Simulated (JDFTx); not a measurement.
# CdSe: 7 runs along one coordinate

System: CdSe (F-43m, 2 atoms in the cell).
Method: Kohn-Sham DFT of a periodic cell, PBEsol, PseudoDojo-SR-PBEsol-0.4.1-standard, no spin polarisation (JDFTx 1.7.0 (patched build)).

The 7 runs differ only in the geometry, by an even scaling of the cell at fixed fractional positions. The structure derives from a Materials Project entry.

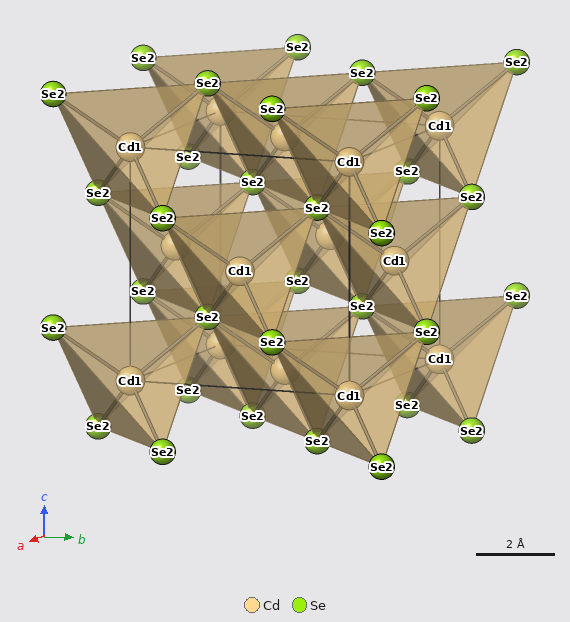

Figure 1. The structure of run 4 (polyhedral view of the cell 4 times as large as that of the calculation, set on its symmetry axes, seen slightly off an axis; polyhedra are completed across the faces of the cell; atoms are numbered from 1 in the order of the input). An atom can appear more than once, as a periodic image.

## Input of run 4
```
lattice \
    0.0000000000     5.8019716937     5.8019716937 \
    5.8019716937     0.0000000000     5.8019716937 \
    5.8019716937     5.8019716937     0.0000000000
coords-type Cartesian
ion Cd     0.0000000000     0.0000000000     0.0000000000 1
ion Se     2.9009858468     2.9009858468     2.9009858468 1

ion-species pseudo/Cd.upf
ion-species pseudo/Se.upf
elec-cutoff 51 408
elec-ex-corr gga-PBEsol
kpoint-folding 6 6 6
elec-smearing Fermi 0.0018374661
elec-n-bands 25
electronic-SCF nIterations 100 energyDiffThreshold 1e-09
electronic-minimize nIterations 30 energyDiffThreshold 1e-7
forces-output-coords Cartesian

dump-name run.$VAR
dump End Ecomponents EigStats BandEigs Kpoints Forces Stress ElecDensity Dtot KEdensity
```

Command:
```bash
jdftx -c 1 -i CdSe.in -o CdSe.out
```

Lattice vectors (Å) and fractional positions of run 4:
```
   0.000000    3.070271    3.070271
   3.070271    0.000000    3.070271
   3.070271    3.070271    0.000000
Cd  0.000000  0.000000  0.000000
Se  0.250000  0.250000  0.250000
```

Run 3 differs from it as follows:
```diff
-    0.0000000000     5.8019716937     5.8019716937 \
-    5.8019716937     0.0000000000     5.8019716937 \
-    5.8019716937     5.8019716937     0.0000000000
+    0.0000000000     5.7630311130     5.7630311130 \
+    5.7630311130     0.0000000000     5.7630311130 \
+    5.7630311130     5.7630311130     0.0000000000
-ion Se     2.9009858468     2.9009858468     2.9009858468 1
+ion Se     2.8815155565     2.8815155565     2.8815155565 1
```

## Results, with one run withheld

| run | volume per atom (Å³) | free energy per atom, from the lowest run given (meV) | pressure (GPa) | gap on the mesh (eV) |
| --- | --- | --- | --- | --- |
| 1 | 27.206 | 4.67 | 1.88 | 0.54 |
| 2 | 27.784 | 0.00 | 0.65 | 0.50 |
| 3 | 28.363 | ? | ? | ? |
| 4 | 28.942 | 2.69 | −1.39 | 0.42 |
| 5 | 29.521 | 9.18 | −2.25 | 0.38 |
| 6 | 30.100 | 18.60 | −3.02 | 0.35 |
| 7 | 30.679 | 30.62 | −3.69 | 0.31 |

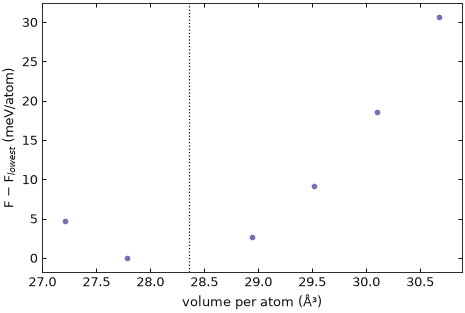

Figure 2. Free energy per atom of the runs given; the dotted line marks run 3.

Fit the runs given and predict run 3.

A cubic polynomial in V^(−2/3) (the Birch–Murnaghan form), fitted to the 6 runs given, misses them by under 0.01 meV per atom. With x = V^(−2/3) − 0.10595 Å⁻², it reads F = 3.1674 − 3700.1 x + 8.6153e+05 x² + 3.0308e+06 x³ (meV per atom). At run 3 it gives −0.51 meV per atom, and the run itself gives −0.50. The slope of the fit gives a pressure −dF/dV of −0.39 GPa there, and the run prints −0.43 GPa. The fit has its minimum at 28.146 Å³ per atom, where V d²F/dV² gives 52.1 GPa: the bulk modulus at this level, since symmetry fixes the shape and the positions. The gap on the mesh goes, without turning, from 0.54 eV in run 1 to 0.31 eV in run 7; run 3 has 0.46 eV. These are gaps of this functional on this mesh, which can miss the band edges; they aren't the measured gap.

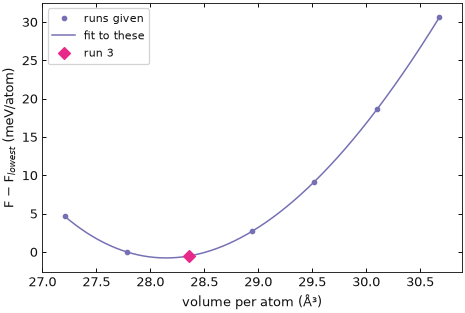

Figure 3. The fit and the withheld run.

## Some lines of the output (run 3)
```
[...]
unit cell volume = 382.81
     Etot =     -279.3967140121305874
        F =     -279.3967174693042352
	HOMO-LUMO gap: +0.016997
	Optical gap  : +0.016997 at state 0 ( [ +0.000000 +0.000000 +0.000000 ] spin 0 )
```
